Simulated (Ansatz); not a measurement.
Run report: Ti3Al, geometry relaxation (part 2 of 2)

Continued. System: Ti3Al (P-6m2, 4 atoms in the cell). Method: DFT PBE, scalar-relativistic, plane waves, PAW, no spin polarisation (Ansatz 0.2.0); cutoff 520 eV, 18×18×6 k-mesh, Gaussian smearing of 0.1 eV. The structure derives from a Materials Project entry.

Geometry of the input (Å; fractional positions):
```
2.9275  0.0000  0.0000
-1.4638  2.5353  0.0000
0.0000  0.0000  9.2264
Ti 0.6667  0.3333  0.0000
Ti 0.3333  0.6667  0.7506
Ti 0.3333  0.6667  0.2494
Al 0.6667  0.3333  0.5000
```

```
basis re-selected at this cell: Δ(F+E_penalty+E_count) = -1.660e-5 eV, ΔP = +0.000 GPa vs the last step (what re-selecting the basis moved, of the pressure what is left beyond the Pulay correction that the steps carried, after the strain that the cell walked since its last selection, with what the two solves' SCF thresholds leave and, on support functions, any second-order correction that the steps lacked; it is no measure of the basis error at this ecutwfc). This SCF's stress stands 6.95e-3 GPa from its target on what of the cell is left free (relax.cell.stress_tol is 5.00e-2 GPa) and its largest allowed force component is 7.39e-4 eV/Å (relax.f_tol is 5.00e-3 eV/Å): within both
SCF converged after 7 iterations
Free energy (F): -8037.033465 eV
Harris-Foulkes:  -8037.033465 eV  (|F-HF|=2.73e-12)
Internal energy: -8037.015157 eV  (E = F + TS)
E sigma→0 (E₀):  -8037.024311 eV
Entropy (-TS):   -0.018308 eV (-4.577 meV/atom)
Fermi energy:    11.773481 eV
--- Per-component energies (eV) ---
  E_band       = -502.326290
  E_kinetic    = 839.121498
  E_local      = -3518.473351  (includes V_loc(G=0)·N_el)
  E_nonlocal   = 34.221680
  E_hartree    = 1526.742762
  E_xc         = -332.135837
  E_vxc        = -394.760245  (∫ρ·V_xc dr)
  E_paw        = -3609.925729  (= ΣΔE_a)
  E_vpaw       = -515.921548  (= ΣTr[D̂ρ^β])
  E_aug_tail   = 0.000155  (compensation charges beyond the density's cutoff)
  E_ewald      = -2976.566334
  E_smearing   = -0.018308  (= −TS)
  E_closure    = -0.000000  (closes the sum)
  Σ components = -8037.033465   (vs F -8037.033465, Δ=0.00e0)
--- Forces (eV/Å), atoms counted from 1 ---
  atom   1  Ti    -0.00000000    -0.00000000     0.00000000
  atom   2  Ti     0.00000000     0.00000000    -0.00073853
  atom   3  Ti     0.00000000     0.00000000     0.00073853
  atom   4  Al    -0.00000000     0.00000000     0.00000000
  max |Σ_I F_I| component: 2.14e-17 eV/Å
--- Stress (GPa, compression-positive) ---
       -0.001820       0.000000       0.000000
        0.000000      -0.001820      -0.000000
        0.000000      -0.000000      -0.006949
  P = ⅓ Tr σ = -0.0035 GPa (-0.035 kbar)
--- Band table (eV; the first three rows and the last of 148) ---
  k-point 0: bands = ["-44.9224", "-44.8738", "-44.8166", "-21.4504", "-21.2018", "-20.9179", "-20.8825", "-20.8825", "-20.8422", "-20.8422", "-20.8054", "-20.8054", "3.3658", "6.7235", "6.9833", "9.3285", "11.0219", "12.2419", "12.5086", "12.6053", "12.6053", "12.6933", "12.6933", "12.9995"]
  k-point 1: bands = ["-44.9224", "-44.8738", "-44.8166", "-21.4507", "-21.2012", "-20.9182", "-20.8825", "-20.8825", "-20.8422", "-20.8422", "-20.8054", "-20.8054", "3.3757", "6.4034", "7.4000", "9.2451", "10.9560", "12.2298", "12.5196", "12.6061", "12.6061", "12.6914", "12.6914", "13.0019"]
  k-point 2: bands = ["-44.9224", "-44.8738", "-44.8166", "-21.4512", "-21.2000", "-20.9188", "-20.8825", "-20.8825", "-20.8423", "-20.8423", "-20.8054", "-20.8054", "3.3960", "6.1235", "7.9613", "8.9839", "10.8333", "12.2089", "12.5387", "12.6078", "12.6078", "12.6877", "12.6877", "13.0064"]
  k-point 147: bands = ["-44.7906", "-44.7906", "-44.7819", "-21.3085", "-21.2965", "-21.2582", "-21.1723", "-21.1692", "-21.1166", "-21.0837", "-20.9822", "-20.9669", "9.7231", "9.8383", "10.0554", "10.4625", "10.6059", "10.6111", "10.8904", "11.1245", "11.7066", "11.8081", "11.8685", "13.5094"]
--- Relaxed structure (3 steps of the walk, 2 accepted, 1 SCFs on fresh bases) ---
  F+E_penalty+E_count = -8037.03346502 eV   max|allowed force component| = 7.385e-4 eV/Å   (the final SCF, on the basis selected at the relaxed cell)
  cell:  # Å, volume = 68.6366 Å³
    - [2.9299584720687064, -2.8891343842625528e-11, -7.860642008227752e-20]
    - [-1.4649792360093326, 2.537418468859384, 3.930321004046797e-20]
    - [-2.4773384360697527e-19, 1.7373013146898466e-33, 9.23213534378557]
  atoms:
    - { symbol: Ti, position: [0.6666666666666665, 0.3333333333333333, 4.739593222515463e-35] }
    - { symbol: Ti, position: [0.3333333333333333, 0.6666666666666666, 0.7504602052134584] }
    - { symbol: Ti, position: [0.3333333333333333, 0.6666666666666666, 0.24953979478654156] }
    - { symbol: Al, position: [0.6666666666666665, 0.3333333333333333, 0.49999999999999994] }
```

Trajectory as extended XYZ (Å, eV, eV/Å), 4 frames, from step=1 to step=4
```
4
Lattice="2.9275 0.0000 0.0000 -1.4638 2.5353 0.0000 0.0000 0.0000 9.2264" Properties=species:S:1:pos:R:3:forces:R:3 step=1 energy=-8037.03333 pressure_GPa=0.25
Ti    1.4638    0.8451    0.0000    0.0000   0.0000   0.0000
Ti    0.0000    1.6902    6.9253    0.0000   0.0000  -0.0124
Ti    0.0000    1.6902    2.3011    0.0000   0.0000   0.0124
Al    1.4638    0.8451    4.6132    0.0000   0.0000   0.0000
4
Lattice="2.9329 0.0000 0.0000 -1.4665 2.5400 0.0000 0.0000 0.0000 9.2369" Properties=species:S:1:pos:R:3:forces:R:3 step=2 energy=-8037.03323 pressure_GPa=-0.29 accepted=F
Ti    1.4665    0.8467    0.0000    0.0000   0.0000   0.0000
Ti    0.0000    1.6933    6.9300    0.0000   0.0000   0.0169
Ti    0.0000    1.6933    2.3069    0.0000   0.0000  -0.0169
Al    1.4665    0.8467    4.6185    0.0000   0.0000   0.0000
4
Lattice="2.9300 0.0000 0.0000 -1.4650 2.5374 0.0000 0.0000 0.0000 9.2321" Properties=species:S:1:pos:R:3:forces:R:3 step=3 energy=-8037.03345 pressure_GPa=-0.00
Ti    1.4650    0.8458    0.0000    0.0000   0.0000   0.0000
Ti    0.0000    1.6916    6.9284    0.0000   0.0000  -0.0007
Ti    0.0000    1.6916    2.3038    0.0000   0.0000   0.0007
Al    1.4650    0.8458    4.6161    0.0000   0.0000   0.0000
4
Lattice="2.9300 0.0000 0.0000 -1.4650 2.5374 0.0000 0.0000 0.0000 9.2321" Properties=species:S:1:pos:R:3:forces:R:3 step=4 energy=-8037.03347 pressure_GPa=-0.00
Ti    1.4650    0.8458    0.0000    0.0000   0.0000   0.0000
Ti    0.0000    1.6916    6.9284    0.0000   0.0000  -0.0007
Ti    0.0000    1.6916    2.3038    0.0000   0.0000   0.0007
Al    1.4650    0.8458    4.6161    0.0000   0.0000   0.0000
```

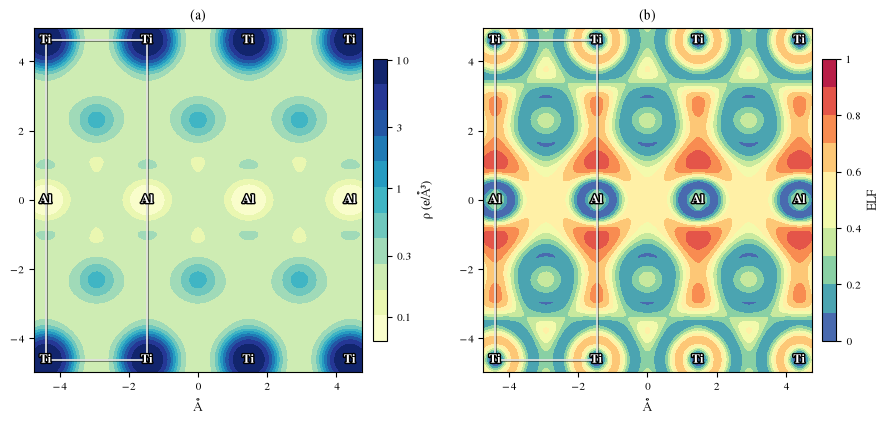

Fig. 1: (a) valence electron density; (b) electron localisation function on the (100) plane of the conventional cell. The plane passes through Ti and Al nuclei. Al–Al (2.93 Å): the density is about 0.18 e/Å³ at the midpoint; the ELF is about 0.55 at the midpoint, as expected for metallic bonding. Ti–Ti (2.93 Å): ρ at the midpoint is about 0.19 e/Å³; the ELF is about 0.25 at the midpoint (no localised pair between them). Away from the nuclei the density in this plane falls to 0.16 e/Å³ at its lowest.The strong features right at Ti lie inside the PAW spheres (semicore, d or f shells) and say nothing about bonding. In a PAW calculation such maps are meaningful between the atoms, not at the nuclei.

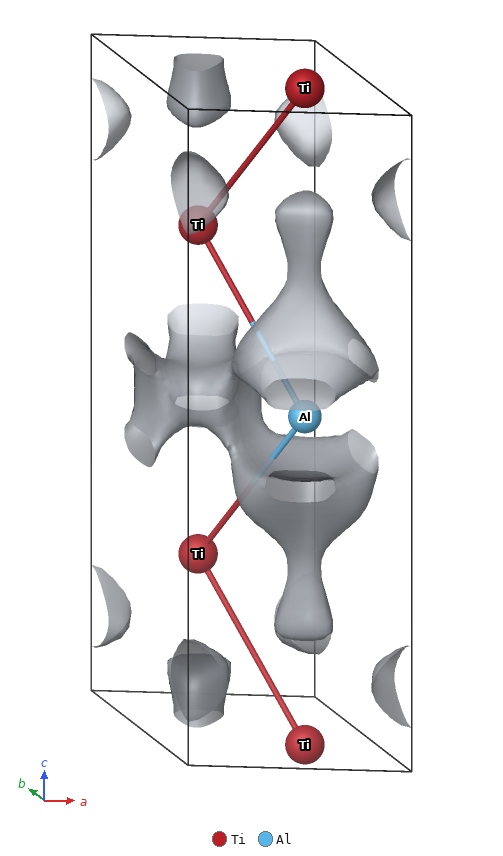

Fig. 2: Isosurface of the electron localisation function at 0.6 (grey), seen at an oblique angle. Only the valence region is drawn (cores and ρ < 0.01 e/Å³ removed). Sticks mark near contacts. The outline is the cell set on symmetry axes. Profiles from the grid: Ti–Ti (2.86 Å): the ELF is about 0.20 at the midpoint (no shared electron pair).

Results in brief

- outcome: converged
- space group (tolerance 0.01 Å): P-6m2 (187)
- electrons treated: 39
- free energy: −8037.0335 eV
- Fermi energy: 11.773 eV
- gap on the k-point mesh: none (metallic)
- pressure: 0.00 GPa
- final volume: 68.64 Å³
- largest force (length of the vector) at the end: 0.001 eV/Å
- final cell: a = 2.930 Å, b = 2.930 Å, c = 9.232 Å, α = 90.00°, β = 90.00°, γ = 120.00°
- wall time: 37 s (CPU time 2.4 min)
- peak memory: 0.59 GiB
